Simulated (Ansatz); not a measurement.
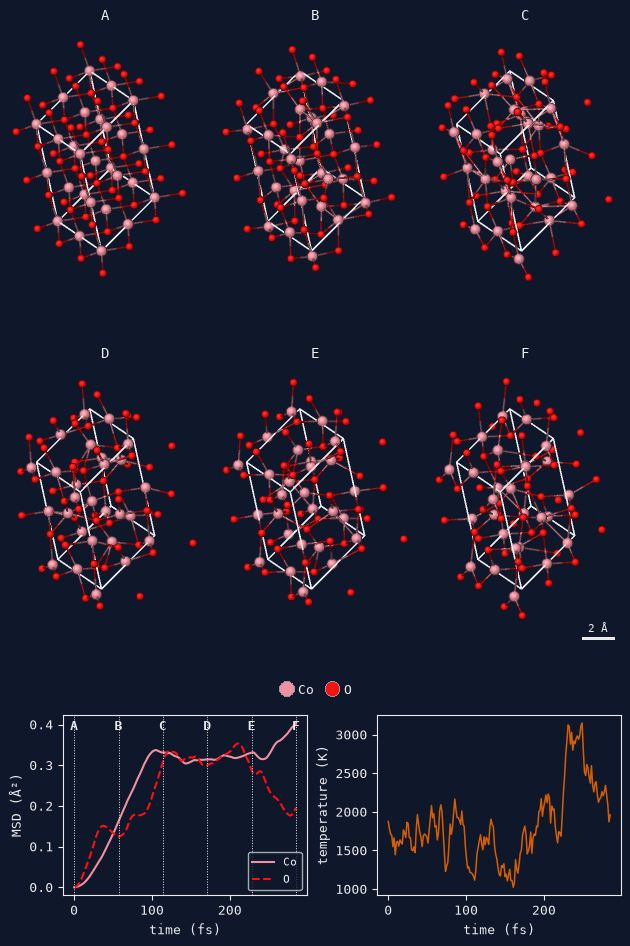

Molecular dynamics of a 16-atom cell of CoO (set up in R3m), 285 fs long. The cell was cut from the crystal with space group R3m. Frames (A at 0 fs, B at 57 fs, C at 114 fs, D at 171 fs, E at 228 fs, F at 285 fs) and the history of the run. Style: ball-and-stick. Shown: the reduced simulation cell, slightly off an axis. Bonds to atoms that aren't drawn are left out. Lengths and directions refer to the drawn axes.

Method: DFT PBEsol, scalar-relativistic, plane waves, PAW (Ansatz). Set-up: plane-wave cutoff 420 eV; k-point mesh 3 × 3 × 3; Fermi-Dirac smearing 0.17 eV; low-accuracy preset; Langevin thermostat (NVT); set temperature 2000 K; time step 1.5 fs; friction 0.02 per fs.

> What do the frames and curves show?

In the second half of the run the atoms are, in the root-mean-square, this far from where they began (common drift taken out): Co 0.57 Å, O 0.53 Å. Against the typical shortest distance between atoms in the first frame, about 1.9 Å these are large excursions, but over 285 fs one can't yet tell strong vibration from the start of diffusion. Over the second half the temperature averages 2023 K (spread ±583 K). The temperature is still climbing (1605 K in the second quarter, 2454 K in the last), so the run isn't equilibrated. The potential energy in the second half lies on average 222 meV per atom above the first frame.

Limits of the set-up: the program's low-accuracy preset was used; an element that often carries a moment was run without spin polarisation.

The run took 30 min on 4 threads of Arm Neoverse V1 (shared host), peak memory 0.94 GiB.

PAW datasets: the set soft_1.
